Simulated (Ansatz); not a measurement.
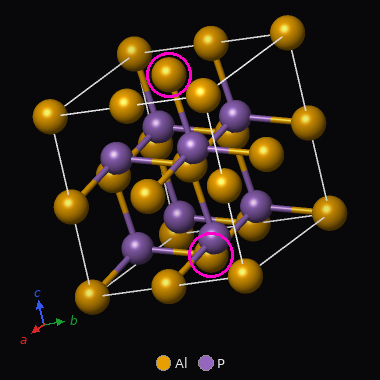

The system is AlP (F-43m phase) with one Al vacancy (15 atoms in the cell, cell charge −3); the picture shows the reference structure. An atom moved over a plane that holds its own site and a neighbouring vacancy (x, y and z along the cube axes). The first coordinate is: path of Al1 from its site (0) to the vacancy (1), 3.842 Å; the second: shift of Al1 across the path, along the Cartesian direction [1 0 −1]. Nothing is relaxed (all other atoms held at the sites of the perfect crystal). The scan uses an 11 × 9 grid; 21 points were computed and 71 follow by symmetry. At 7 points there is no value (left out of the scan, as a rule where atoms come close). Points are written as (first, second). All energies are given in eV per cell relative to the lowest grid point. The band gap closes in part of the range. The cell is charged on a uniform background, without a charge correction. The calculation used Ansatz, DFT LDA, scalar-relativistic, plane waves, PAW. Settings: cutoff 420 eV, k-mesh 4×4×4, gaussian smearing 0.05 eV, no spin polarisation.

Range: path of Al1 from its site (0) to the vacancy (1), 3.842 Å from −0.125 to 1.125; shift of Al1 across the path, along the Cartesian direction [1 0 −1] from −0.500 to 0.500 Å.

Question: What landscape does the calculation give?

Answer: The lowest grid point is at (0.000, 0.000 Å) [nearest 4 P at 2.35 Å]; the map holds 2 wells of about this depth. No other kind of well shows on this grid. The highest grid point, (0.375, 0.000 Å) [nearest 1 P at 1.44 Å], lies 14.1 eV above the lowest.

| second ↓, first → | −0.125 | 0.000 | 0.125 | 0.250 | 0.375 | 0.500 | 0.625 | 0.750 | 0.875 | 1.000 | 1.125 |
| --- | --- | --- | --- | --- | --- | --- | --- | --- | --- | --- | --- |
| 0.500 | 2.2 | 1.6 | 2.2 | 5.0 | 10.7 | 14.0 | 10.7 | 5.0 | 2.2 | 1.6 | 2.2 |
| 0.375 | 1.7 | 0.9 | 1.7 | 5.3 | 12.0 | – | 12.0 | 5.3 | 1.7 | 0.9 | 1.7 |
| 0.250 | 1.4 | 0.4 | 1.4 | 5.6 | 13.1 | – | 13.1 | 5.6 | 1.4 | 0.4 | 1.4 |
| 0.125 | 1.2 | 0.1 | 1.2 | 5.8 | 13.9 | – | 13.9 | 5.8 | 1.2 | 0.1 | 1.2 |
| 0.000 | 1.2 | 0.0 | 1.2 | 5.8 | 14.1 | – | 14.1 | 5.8 | 1.2 | 0.0 | 1.2 |
| −0.125 | 1.2 | 0.1 | 1.2 | 5.8 | 13.9 | – | 13.9 | 5.8 | 1.2 | 0.1 | 1.2 |
| −0.250 | 1.4 | 0.4 | 1.4 | 5.6 | 13.1 | – | 13.1 | 5.6 | 1.4 | 0.4 | 1.4 |
| −0.375 | 1.7 | 0.9 | 1.7 | 5.3 | 12.0 | – | 12.0 | 5.3 | 1.7 | 0.9 | 1.7 |
| −0.500 | 2.2 | 1.6 | 2.2 | 5.0 | 10.7 | 14.0 | 10.7 | 5.0 | 2.2 | 1.6 | 2.2 |

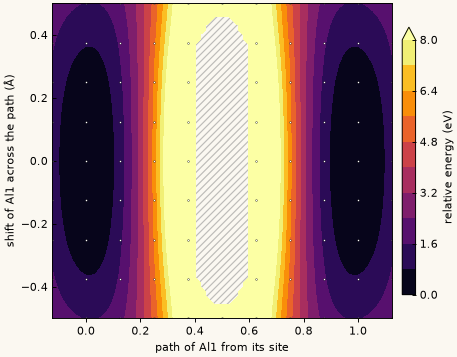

Drawn: filled contours, dots at the grid points, one colour for all values above the top of the scale, hatched blanks where no value was computed. Between grid points the surface is interpolated.

Each point was launched as `ansatz run input.yaml --threads 4 --pin off --max-ram 8192MiB --backend cpu --events-out ev --progress --plain --runs-dir out`. Time for the 21 points that were run: 3.1 min on 4 threads of Intel(R) Xeon(R) Platinum 8488C (Sapphire Rapids), on a shared host.

PAW datasets: the set soft_1.
